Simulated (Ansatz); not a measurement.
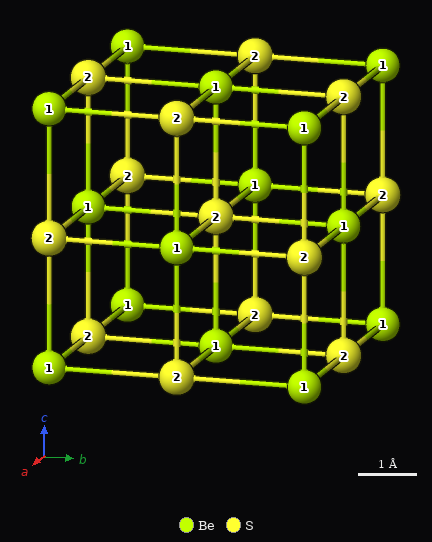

**Figure 1.** The input geometry (ball-and-stick view of the cell 4 times as large as that of the calculation, set on its symmetry axes, seen slightly off an axis; atoms are numbered from 1 in the order of the input). Near neighbours in the crystal (not all of them lie inside the picture): Be has 6 S at 2.31 Å; S has 6 Be at 2.31 Å.

**Run report: BeS, band-structure calculation**

The run: band-structure calculation of BeS (2 atoms in the cell). Method and program: DFT, LDA, all-electron LAPW, scalar-relativistic, no spin polarisation (Ansatz 0.2.0).

It belongs to a series of runs on one base structure; here: functional lda. Figures and captions count atoms from 1; the log counts them from 0 in places.

Input file:
```yaml
crystal:
  lattice:
    - [0.0, 2.3144614809, 2.3144614809]
    - [2.3144614809, 0.0, 2.3144614809]
    - [2.3144614809, 2.3144614809, 0.0]
  atoms:
    - { symbol: Be, position: [0.0, 0.0, 0.0] }
    - { symbol: S, position: [0.5, 0.5, 0.5] }
kpoints:
  mp_grid: { grid: [13, 13, 13] }
  band_path:
    path:
      - [0.0, 0.0, 0.0]
      - [0.5, 0.0, 0.5]
      - [0.625, 0.25, 0.625]
      - [0.375, 0.375, 0.75]
      - [0.0, 0.0, 0.0]
      - [0.5, 0.5, 0.5]
      - [0.5, 0.25, 0.75]
      - [0.5, 0.0, 0.5]
    npoints: 5
scf:
  occupations: { method: fermi_dirac, width: 0.08 }
hamiltonian:
  xc: lda
  pseudopotentials: { kind: all_electron, lapw: { basis_error: 0.001 } }
output:
  forces: true
  stress: true
  eigenvalues: true
```

Launched with:
```bash
ansatz run input.yaml --threads 1 --pin off --max-ram 2048MiB --backend cpu --events-out ev --progress --plain --runs-dir out
```

The program's output:
```
LAPW: plane waves up to 6.926 Å⁻¹, error target 1.0e-3 eV per atom; small_component_spin mean_spin; Be in spheres of 1.025 Å, 4 of its electrons in bands, Dirac shells []; S in spheres of 1.290 Å, 14 of its electrons in bands, Dirac shells [] (how accurate: hamiltonian.pseudopotentials.lapw.basis_error, Limitations)
Engine: ansatz 0.2.0, aarch64-unknown-linux-gnu
Pseudopotentials: kind: all_electron
Pseudopotential: Be, LAPW, valence charge 4, lapw/all_electron/scalar/gaussian/Be, Koelling and Harmon's equation, gaussian nucleus
Pseudopotential: S, LAPW, valence charge 14, lapw/all_electron/scalar/gaussian/S, Koelling and Harmon's equation, gaussian nucleus
Functional definition: SPW92
  exchange = slater_x
  correlation = pw_c
Crystal: 2 atoms, lattice volume = 24.796 Å³
Basis set: ecut = 182.75563839461086 eV, 137 PW (Γ), exchange–correlation at level 2
Bands: 13, of which v1, the nominal top of the filled ones, is band 9 counted from 1 (8 counted from 0)
Symmetry: 48 space group operations
Space group: Fm-3m (ITA 225), of the structure as read, at distance tolerance 2.9e-5 Å
k-points: 84 of 2197
Non-local potential: Be, projectors of the file, none
Non-local potential: S, projectors of the file, none
Initial density: superposition of atomic densities (chi_scale 0.1, normalization cell, long waves kept (reshape's long-wave potential 0.00 eV rms))
Initial wavefunctions: plane waves of lowest kinetic energy (no species holds an atomic orbital)
Functional: x = slater, c = lda
iter 1 solved again at ethr=1.32e-3 eV; its pass at ethr=1.00e-1 eV (dr2=2.38e-1 eV) is discarded
SCF iter   1: F=—  HF=-11228.943978 eV  |F-HF|=—  |Δ(HF+E_count)|=         —  Δρ=2.87e-2  dr2=2.38e-1  ethr=1.32e-3  ⟨swp⟩=2.0  Hψ=7843  notcnv=0
preconditioner: auto → none  [insulator: Δε(μ)=1.413 eV  Ē_g=12.692 eV  σ=0.080 eV  W_gap=1.00  n_scr=8 (ndim 8)  ℏωp=21.1 eV  f_vac=0.000  D(μ)=0.00/eV (n_scr^D=0)  ε∞_Penn≈3.8]
iter 2 solved again at ethr=5.99e-5 eV; its pass at ethr=1.32e-3 eV (dr2=1.08e-2 eV) is discarded
SCF iter   2: F=—  HF=-11228.860162 eV  |F-HF|=—  |Δ(HF+E_count)|=   8.38e-2  Δρ=7.63e-3  dr2=1.08e-2  ethr=5.99e-5  ⟨swp⟩=2.0  Hψ=5469  notcnv=0
SCF iter   3: F=—  HF=-11228.858782 eV  |F-HF|=—  |Δ(HF+E_count)|=         —  Δρ=3.86e-3  dr2=3.26e-3  ethr=5.99e-5  ⟨swp⟩=2.0  Hψ=2944  notcnv=0
the basis was enlarged: its passes take 1.2 MiB over the memory plan, 1 of 1 planned eigensolver slots
SCF iter   4: F=—  HF=-11228.858834 eV  |F-HF|=—  |Δ(HF+E_count)|=   5.18e-5  Δρ=1.40e-4  dr2=3.31e-6  ethr=1.81e-5  ⟨swp⟩=2.0  Hψ=2942  notcnv=0
SCF iter   5: F=-11228.858834 eV  HF=-11228.858834 eV  |F-HF|=4.98e-9  |Δ(HF+E_count)|=   1.37e-7  Δρ=1.39e-5  dr2=3.93e-8  ethr=1.84e-8  ⟨swp⟩=2.1  Hψ=2948  notcnv=0
SCF 1 converged in 5 iterations: F = -11228.858834 eV  dr2 = 3.93e-8
NSCF: frozen V_eff on 36 k-points
SCF converged after 5 iterations
Free energy (F): -11228.858834 eV
Harris-Foulkes:  -11228.858834 eV  (|F-HF|=4.98e-9)
Internal energy: -11228.858800 eV  (E = F + TS)
E sigma→0 (E₀):  -11228.858817 eV
Entropy (-TS):   -0.000035 eV (-0.017 meV/atom)
Fermi energy:    9.226217 eV
--- Per-component energies (eV) ---
  E_band       = -1395.253699
  E_kinetic    = 11260.629161
  E_xc         = -738.981007
  E_electrostatic = -21750.506954  (all electrons and nuclei)
  E_smearing   = -0.000035  (= −TS)
  E_closure    = 0.000000  (closes the sum)
  E_atoms      = -11218.736912  (free atoms, spherical and without spin; not in F)
  Σ components = -11228.858834   (vs F -11228.858834, Δ=0.00e0)
  Basis errors (estimates in eV, not in F): energy 5.9e-4 per atom: plane waves 5.8e-4 (3.3e-4 summed), levels above the bands 1.9e-46, relativity 9.4e-10, radial functions 1.2e-5, core shells 2.2e-15; eigenvalues (radial functions only) 1.0e-5; not estimated: angular momenta, meshes, grids; target (lapw.basis_error) 1.0e-3; muffin-tin radii Be 1.025 Å, S 1.290 Å
--- Forces (eV/Å), atoms counted from 1 ---
  atom   1  Be    -0.00000000     0.00000000    -0.00000000
  atom   2  S      0.00000000    -0.00000000    -0.00000000
  max |Σ_I F_I| component: 1.19e-30 eV/Å
--- Stress (GPa, compression-positive) ---
       -5.189076      -0.000000       0.000000
       -0.000000      -5.189076       0.000000
        0.000000       0.000000      -5.189076
  P = ⅓ Tr σ = -5.1891 GPa (-51.891 kbar)
--- Band table (eV; the first three rows and the last of 84) ---
  k-point 0: bands = ["-195.2385", "-140.9263", "-140.9263", "-140.9263", "-90.9904", "-6.4244", "8.3497", "8.3497", "8.3497", "13.8914", "17.3525", "17.3525", "17.3525"]
  k-point 1: bands = ["-195.2385", "-140.9263", "-140.9263", "-140.9263", "-90.9904", "-6.3365", "7.7730", "8.3239", "8.3239", "14.1701", "16.9960", "17.0383", "17.0383"]
  k-point 2: bands = ["-195.2385", "-140.9263", "-140.9263", "-140.9263", "-90.9903", "-6.0778", "6.4594", "8.2617", "8.2617", "14.2713", "15.7672", "15.7672", "17.1471"]
  k-point 83: bands = ["-195.2385", "-140.9264", "-140.9264", "-140.9264", "-90.9902", "-3.1059", "2.9609", "3.4166", "4.8692", "13.2474", "14.2566", "17.2669", "18.4945"]
```

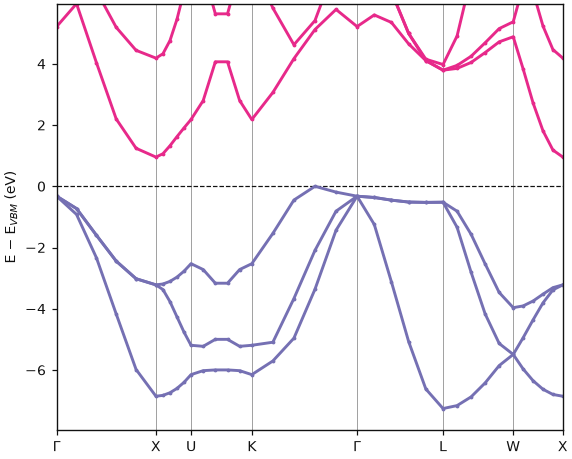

**Figure 2.** Band structure along Γ–X–U–K–Γ–L–W–X, with energies from the valence-band top. There is a gap of 0.95 eV on this path, indirect, from between K and Γ to X.

Results in brief:

| quantity | value |
| --- | --- |
| outcome | converged |
| space group (tolerance 0.01 Å) | Fm-3m (225) |
| electrons in bands (core shells apart) | 18 |
| free energy | −11228.8588 eV |
| Fermi energy | 9.226 eV |
| pressure | −5.19 GPa |
| electronic character | gap of 0.95 eV |
| largest force (length of the vector) | under 0.001 eV/Å |
| hardware | 1 thread of Arm Neoverse V1, 24 GiB of memory available, shared host |
| wall time | 4.9 s |
| peak memory | 0.25 GiB |

The cell is under a tension of 5.2 GPa at this level, so it is not at its equilibrium volume.
